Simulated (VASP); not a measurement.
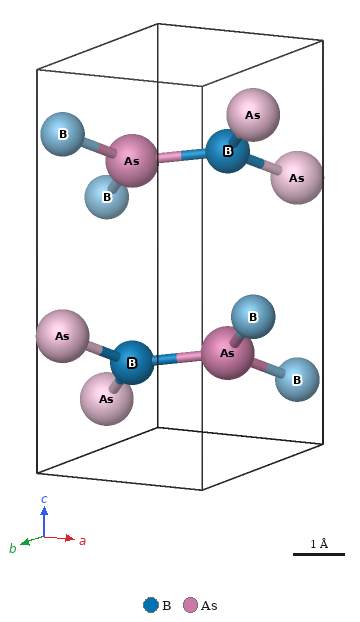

Fig. 1: The structure (ball-and-stick view of the cell of the calculation, seen at an oblique angle; neighbours outside the cell are drawn fainter).

BAs: band-structure calculation

- system: BAs (4 atoms in the cell)
- method: DFT, PBE, plane waves, PAW (VASP 6.6.1)

The structure was built on a prototype by a generator. The geometry comes from this level: r2SCAN (a point of a series of strains). It belongs to a series of runs on one base structure; here: uniaxial_z strain -1.7%.

## INCAR
```
ENCUT = 520.000000
SIGMA = 0.020000
EDIFF = 1.00e-07
GGA = PE
PREC = Accurate
IBRION = -1
ISIF = 2
ISMEAR = -1
NBANDS = 16
NELM = 120
NSW = 0
LASPH = .TRUE.
LCHARG = .FALSE.
LWAVE = .FALSE.
LREAL = .FALSE.
```

## KPOINTS
```
KPOINTS created by Atomic Simulation Environment
0
Gamma
12 12 4
0 0 0
```

## KPOINTS_OPT
```
special points
8
Reciprocal
0.0000000000 0.0000000000 0.0000000000 1
0.5000000000 0.0000000000 0.0000000000 1
0.3333333333 0.3333333333 0.0000000000 1
0.0000000000 0.0000000000 0.5000000000 1
0.5000000000 0.0000000000 0.5000000000 1
0.3333333333 0.3333333333 0.5000000000 1
0.3666666667 0.2666666667 0.0000000000 1
0.3033850000 0.3033850000 0.0000000000 1
```

## POSCAR
```
B  As
 1.0000000000000000
     3.3658576581363744   -0.0000000000288675    0.0000000000000000
    -1.6829288290431872    2.9149182374829326    0.0000000000000000
     0.0000000000000000    0.0000000000000000    8.5976850882000004
 B   As
   2   2
Cartesian
  0.0000000000166665  1.9432788249789994  2.1494212720500001
  1.6829288290765205  0.9716394124750659  6.4482638161499999
  1.6829288290765205  0.9716394124750659  2.1494212720500001
  0.0000000000166665  1.9432788249789994  6.4482638161499999
```

Machine: 1 CPU thread, shared host.

Command:
```bash
mpirun -np 1 vasp_std
```

## OSZICAR
```
N       E                     dE             d eps       ncg     rms          rms(c)
DAV:   1     0.517145938136E+02    0.51715E+02   -0.61232E+03  1824   0.816E+02
DAV:   2    -0.189053118954E+02   -0.70620E+02   -0.64437E+02  2584   0.143E+02
DAV:   3    -0.226272753796E+02   -0.37220E+01   -0.36999E+01  2456   0.345E+01
DAV:   4    -0.226606959797E+02   -0.33421E-01   -0.33399E-01  2304   0.377E+00
DAV:   5    -0.226611852431E+02   -0.48926E-03   -0.48909E-03  2448   0.434E-01    0.713E+00
DAV:   6    -0.214016775062E+02    0.12595E+01   -0.17946E+00  2312   0.772E+00    0.352E+00
DAV:   7    -0.212859836430E+02    0.11569E+00   -0.31868E-01  2464   0.291E+00    0.163E+00
DAV:   8    -0.212525932299E+02    0.33390E-01   -0.85711E-02  2448   0.142E+00    0.296E-01
DAV:   9    -0.212540910940E+02   -0.14979E-02   -0.30194E-03  2216   0.304E-01    0.161E-01
DAV:  10    -0.212552768061E+02   -0.11857E-02   -0.14131E-03  2000   0.193E-01    0.515E-02
DAV:  11    -0.212553522603E+02   -0.75454E-04   -0.72802E-05  2480   0.502E-02    0.353E-02
DAV:  12    -0.212553803430E+02   -0.28083E-04   -0.63248E-05  1960   0.415E-02    0.744E-03
DAV:  13    -0.212553805990E+02   -0.25604E-06   -0.37368E-06  2520   0.124E-02    0.532E-03
DAV:  14    -0.212553814639E+02   -0.86489E-06   -0.49830E-07  2072   0.413E-03    0.652E-04
DAV:  15    -0.212553814749E+02   -0.10959E-07   -0.44153E-08  1936   0.130E-03
   1 F= -.21255381E+02 E0= -.21255381E+02  d E =-.234322E-09
       N       E                     dE             ncg
DAV:   1     0.137143841670E+04   -0.37195E+04      256
DAV:   2     0.837958151140E+03   -0.53348E+03      352
DAV:   3     0.811310698951E+03   -0.26647E+02      344
DAV:   4     0.811065731605E+03   -0.24497E+00      352
DAV:   5     0.811063614213E+03   -0.21174E-02      320
DAV:   6     0.811063575639E+03   -0.38573E-04      344
DAV:   7     0.811063574803E+03   -0.83591E-06      320
DAV:   8     0.811063574785E+03   -0.18048E-07      256
```

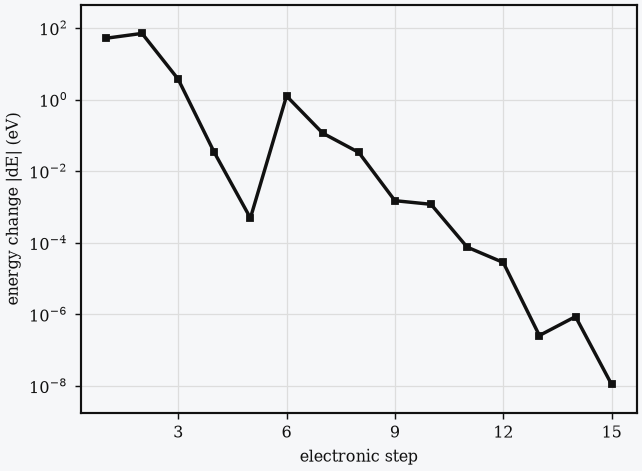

Fig. 2: Convergence of the self-consistent field: energy change |dE| against the electronic step. It takes 15 electronic steps. The density is held fixed in the first few steps, and dE rises again when its update begins.

## Parts of OUTCAR
```
k-points           NKPTS =     57   k-points in BZ     NKDIM =     57   number of bands    NBANDS=     16

   NELECT =      16.0000    total number of electrons

   dimension x,y,z NGX =    28 NGY =   28 NGZ =   64
   dimension x,y,z NGXF=    56 NGYF=   56 NGZF=  128

  energy-cutoff  :      520.00
  volume of cell :       84.35
      direct lattice vectors                 reciprocal lattice vectors
     3.365857658 -0.000000000  0.000000000     0.297101096  0.171531398  0.000000000
    -1.682928829  2.914918237  0.000000000     0.000000000  0.343062796  0.000000000
     0.000000000  0.000000000  8.597685088     0.000000000  0.000000000  0.116310378

 k-points in reciprocal lattice and weights: KPOINTS created by Atomic Simulation Env
   0.00000000  0.00000000  0.00000000       0.002
   0.08333333 -0.00000000  0.00000000       0.010
   0.16666667  0.00000000  0.00000000       0.010
   0.25000000  0.00000000  0.00000000       0.010
   0.33333333  0.00000000  0.00000000       0.010
   0.41666667  0.00000000  0.00000000       0.010
   0.50000000  0.00000000  0.00000000       0.005
   0.08333333  0.08333333  0.00000000       0.010
   0.16666667  0.08333333  0.00000000       0.021
   0.25000000  0.08333333  0.00000000       0.021
   0.33333333  0.08333333  0.00000000       0.021
   0.41666667  0.08333333  0.00000000       0.021
   0.16666667  0.16666667  0.00000000       0.010
   0.25000000  0.16666667  0.00000000       0.021
   0.33333333  0.16666667  0.00000000       0.021
   0.41666667  0.16666667  0.00000000       0.010
   0.25000000  0.25000000  0.00000000       0.010
   0.33333333  0.25000000  0.00000000       0.021
   0.33333333  0.33333333  0.00000000       0.003
   0.00000000  0.00000000  0.25000000       0.003
   0.08333333 -0.00000000  0.25000000       0.021
   0.16666667  0.00000000  0.25000000       0.021
   0.25000000  0.00000000  0.25000000       0.021
   0.33333333  0.00000000  0.25000000       0.021
   0.41666667  0.00000000  0.25000000       0.021
   0.50000000  0.00000000  0.25000000       0.010
   0.08333333  0.08333333  0.25000000       0.021
   0.16666667  0.08333333  0.25000000       0.042
   0.25000000  0.08333333  0.25000000       0.042
   0.33333333  0.08333333  0.25000000       0.042
   0.41666667  0.08333333  0.25000000       0.042
   0.16666667  0.16666667  0.25000000       0.021
   0.25000000  0.16666667  0.25000000       0.042
   0.33333333  0.16666667  0.25000000       0.042
   0.41666667  0.16666667  0.25000000       0.021
   0.25000000  0.25000000  0.25000000       0.021
   0.33333333  0.25000000  0.25000000       0.042
   0.33333333  0.33333333  0.25000000       0.007
   0.00000000  0.00000000  0.50000000       0.002
   0.08333333 -0.00000000  0.50000000       0.010
   0.16666667  0.00000000  0.50000000       0.010
   0.25000000  0.00000000  0.50000000       0.010
   0.33333333  0.00000000  0.50000000       0.010
   0.41666667  0.00000000  0.50000000       0.010
   0.50000000  0.00000000  0.50000000       0.005
   0.08333333  0.08333333  0.50000000       0.010
   0.16666667  0.08333333  0.50000000       0.021
   0.25000000  0.08333333  0.50000000       0.021
   0.33333333  0.08333333  0.50000000       0.021
   0.41666667  0.08333333  0.50000000       0.021
   0.16666667  0.16666667  0.50000000       0.010
   0.25000000  0.16666667  0.50000000       0.021
   0.33333333  0.16666667  0.50000000       0.021
   0.41666667  0.16666667  0.50000000       0.010
   0.25000000  0.25000000  0.50000000       0.010
   0.33333333  0.25000000  0.50000000       0.021
   0.33333333  0.33333333  0.50000000       0.003

 E-fermi :   2.3380

 k-point     1 :       0.0000    0.0000    0.0000
  band No.  band energies     occupation
      1     -11.9648      2.00000
      2     -11.8441      2.00000
      3      -2.5956      2.00000
      4      -1.3262      2.00000
      5       0.4616      2.00000
      6       0.4616      2.00000
      7       0.5002      2.00000
      8       0.5002      2.00000
      9       5.3537      0.00000
     10       5.8438      0.00000
     11       6.0785      0.00000
     12       6.8167      0.00000
     13       6.8167      0.00000
     14       6.9121      0.00000
     15       6.9121      0.00000
     16       9.3526      0.00000

 k-point     2 :       0.0833   -0.0000    0.0000
  band No.  band energies     occupation
      1     -11.8669      2.00000
      2     -11.7470      2.00000
      3      -2.4836      2.00000
      4      -1.2184      2.00000
      5      -0.1788      2.00000
      6      -0.1287      2.00000
      7       0.2461      2.00000
      8       0.2871      2.00000
      9       5.4661      0.00000
     10       5.9844      0.00000
     11       6.1435      0.00000
     12       7.1325      0.00000
     13       7.2335      0.00000
     14       7.2447      0.00000
     15       7.3375      0.00000
     16       9.0672      0.00000

 k-point     3 :       0.1667    0.0000    0.0000
  band No.  band energies     occupation
      1     -11.5765      2.00000
      2     -11.4590      2.00000
      3      -2.1505      2.00000
      4      -1.5733      2.00000
      5      -1.5076      2.00000
      6      -0.8986      2.00000
      7      -0.2520      2.00000
      8      -0.2068      2.00000
      9       5.6638      0.00000
     10       5.7332      0.00000
     11       5.8958      0.00000
     12       7.8037      0.00000
     13       8.2899      0.00000
     14       8.3747      0.00000
     15       8.3892      0.00000
     16       8.4633      0.00000

 k-point     4 :       0.2500    0.0000    0.0000
  band No.  band energies     occupation
      1     -11.1060      2.00000
      2     -10.9932      2.00000
      3      -3.1396      2.00000
      4      -3.0633      2.00000
      5      -1.6063      2.00000
      6      -0.7982      2.00000
      7      -0.7498      2.00000
      8      -0.3797      2.00000
      9       5.1873      0.00000
     10       5.3556      0.00000
     11       6.3326      0.00000
     12       6.3814      0.00000
     13       7.1771      0.00000
     14       9.6746      0.00000
     15       9.9495      0.00000
     16      10.0446      0.00000

 k-point     5 :       0.3333    0.0000    0.0000
  band No.  band energies     occupation
      1     -10.4903      2.00000
      2     -10.3861      2.00000
      3      -4.6150      2.00000
      4      -4.5336      2.00000
      5      -1.2504      2.00000
      6      -1.2000      2.00000
      7      -0.8780      2.00000
      8       0.3042      2.00000
      9       4.7892      0.00000
     10       4.8275      0.00000
     11       4.9770      0.00000
     12       5.8417      0.00000
     13       7.1515      0.00000
     14      10.6151      0.00000
     15      10.7801      0.00000
     16      11.7126      0.00000

 [... the levels of 51 k-points are left out ...]

 k-point    57 :       0.3333    0.3333    0.5000
  band No.  band energies     occupation
      1      -8.9474      2.00000
      2      -8.9474      2.00000
      3      -5.9431      2.00000
      4      -5.9431      2.00000
      5      -4.0619      2.00000
      6      -4.0619      2.00000
      7       1.9754      2.00000
      8       1.9754      2.00000
      9       2.6895      0.00000
     10       2.6895      0.00000
     11       8.1835      0.00000
     12       8.1835      0.00000
     13       8.7568      0.00000
     14       8.7568      0.00000
     15      11.1608      0.00000
     16      11.1608      0.00000

  Total        1.4687437      1.4687437      0.4409784      0.0000000      0.0000000      0.0000000
  in kB       27.8967066     27.8967066      8.3757608      0.0000000      0.0000000      0.0000000
  external PRESSURE =      21.3897247 kB  Pullay stress =       0.0000000 kB

 POSITION                                       TOTAL-FORCE (eV/Angst)
 -----------------------------------------------------------------------------------
      0.00000      1.94328      2.14942         0.000000     -0.000000     -0.000000
      1.68293      0.97164      6.44826        -0.000000     -0.000000     -0.000000
      1.68293      0.97164      2.14942        -0.000000      0.000000      0.000000
      0.00000      1.94328      6.44826         0.000000      0.000000      0.000000
 -----------------------------------------------------------------------------------
    total drift:                                0.000000     -0.000000     -0.000000

  FREE ENERGIE OF THE ION-ELECTRON SYSTEM (eV)
  ---------------------------------------------------
  free  energy   TOTEN  =       -21.2553814749 eV

  energy  without entropy=      -21.2553814746  energy(sigma->0) =      -21.25538147
```

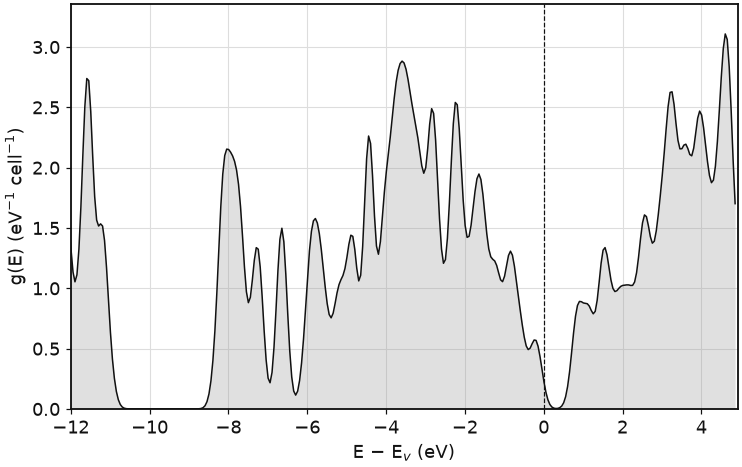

Fig. 3: Density of states (the curve is built from the levels of the k mesh with Gaussians 0.3 eV wide, which also blur the band edges), with energies from the valence-band top. There is a gap of 0.66 eV on the k-point mesh. Small ripples come from the finite k-point mesh.

## Summary

```csv
quantity,value
outcome,converged
space group (tolerance 0.01 Å),P6₃/mmc (194)
electrons treated,16
free energy,−21.2554 eV
Fermi energy,2.338 eV
band gap,0.66 eV
pressure,2.14 GPa
largest force (length of the vector),under 0.001 eV/Å
wall time,90 s
peak memory,0.28 GiB
```
